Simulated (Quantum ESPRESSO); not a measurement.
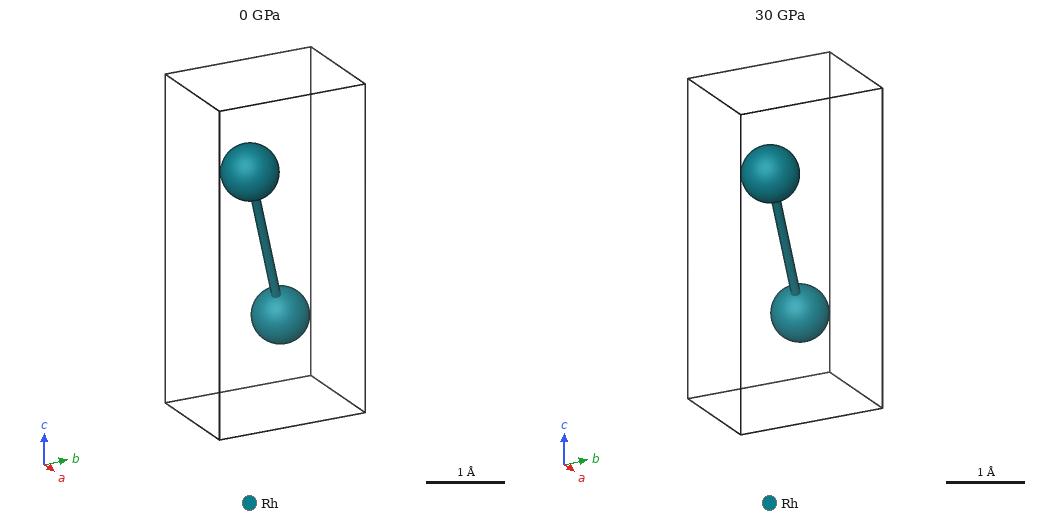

Rh, hexagonal close-packed (Mg type), space group P6₃/mmc (No. 194), relaxed (cell and atoms) under a series of hydrostatic pressures; the conventional cell is drawn at the lowest and the highest, to one scale (sticks follow a distance rule). The start was a structure listed in the Materials Project. This isn't the form of Rh at room conditions, which is fcc.

Alike in all runs: Quantum ESPRESSO 7.5; functional PBEsol; potentials GBRV 1.5 PBEsol; cutoff 707 eV; k mesh 11 × 11 × 6 on the run's cell of 2 atoms; occupations fermi-dirac, width 0.05 eV; no spin polarisation; no spin-orbit coupling.

| pressure (GPa) | volume (Å³/atom) | a (Å) | c (Å) |
| --- | --- | --- | --- |
| 0.0 | 13.587 | 2.688 | 4.343 |
| 2.0 | 13.496 | 2.682 | 4.334 |
| 5.0 | 13.367 | 2.673 | 4.321 |
| 10.0 | 13.167 | 2.659 | 4.301 |
| 20.0 | ? | ? | ? |
| 30.0 | 12.509 | 2.613 | 4.231 |

**What equation of state do the given rows imply, and what volume does it predict for the missing row?**

The fit gives V0 = 13.59 Å³/atom, B0 = 294 GPa and B0′ = 5.1, which puts the volume at 20.0 GPa at 12.81 Å³/atom. The run gave volume 12.813 Å³/atom; a 2.634 Å; c 4.264 Å.

**Which axis yields most up to 30 GPa?**

The axes shrink nearly alike: a −2.8 %, c −2.6 %, against −7.9 % in volume.

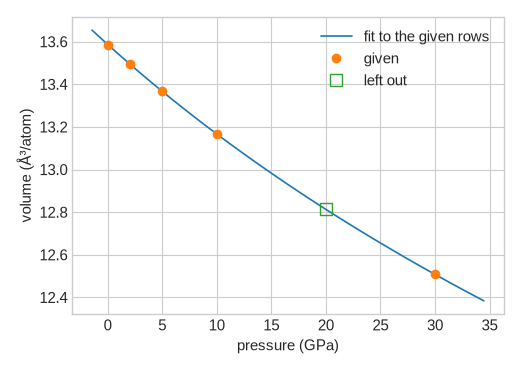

Volume against pressure, with the fit. The structure was kept in its own symmetry, so a change to another phase within this range wouldn't be seen.
